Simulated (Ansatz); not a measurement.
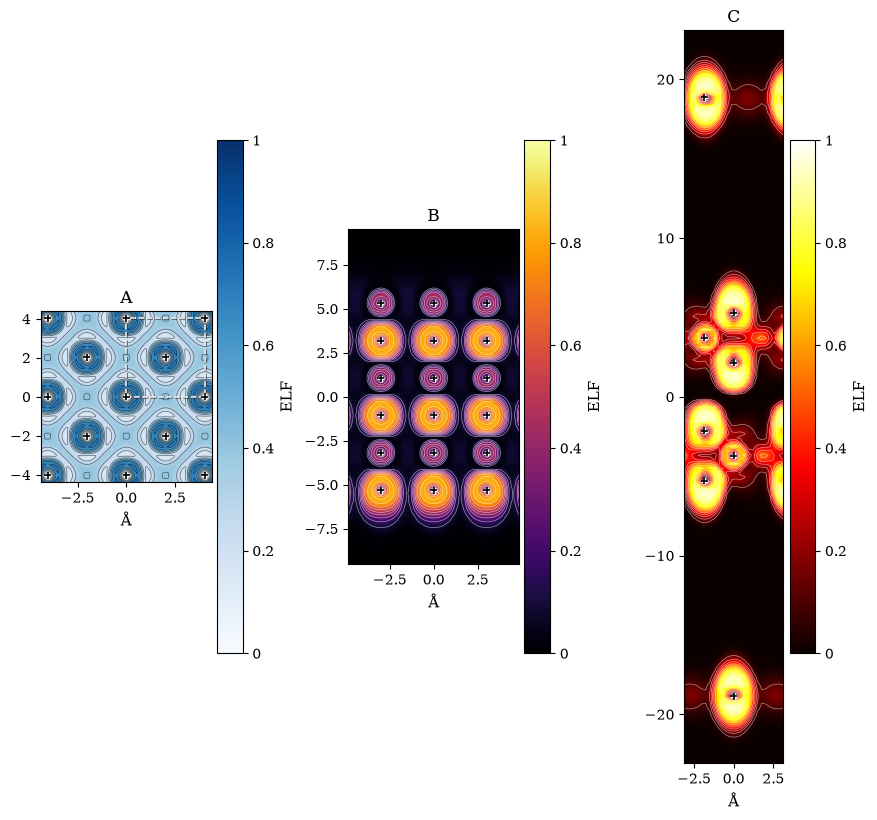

The electron localisation function of 3 systems, each on a plane through atoms (crosses mark nuclei in the plane).

Computed with DFT PBE, scalar-relativistic, plane waves, PAW (Ansatz 0.2.0).

System 1: WS3 (slab), the (110) plane of the calculation cell, a cut from vacuum to vacuum. 

System 2: MgO (slab), the (010) plane of the calculation cell, a cut from vacuum to vacuum. Not relaxed (largest force 0.4 eV/Å).

System 3: W, the (010) plane of the conventional cell. Space group Fm-3m.

```
W
1.0
     4.03701    0.00000    0.00000
     0.00000    4.03701    0.00000
     0.00000    0.00000    4.03701
W
4
Direct
  0.00000 0.50000 0.50000
  0.50000 0.00000 0.50000
  0.50000 0.50000 0.00000
  0.00000 0.00000 0.00000
```

Q: Match each panel to its system.

A: Panel A is system 3, W: the plane holds W. W–W (2.85 Å): the ELF is about 0.35 at the midpoint. Panel B is system 2, MgO: the plane holds O and Mg. Mg–O (2.13 Å): the ELF peaks at about 0.85 in the valence shell of O, 0.7 Å from its nucleus, and is about 0.35 at the midpoint (an ionic contact with no shared pair). Panel C is system 1, WS3: the plane holds S and W. W–S (2.42 Å): the ELF peaks at about 0.85 in the valence shell of S, 0.8 Å from its nucleus, and is about 0.50 at the midpoint.
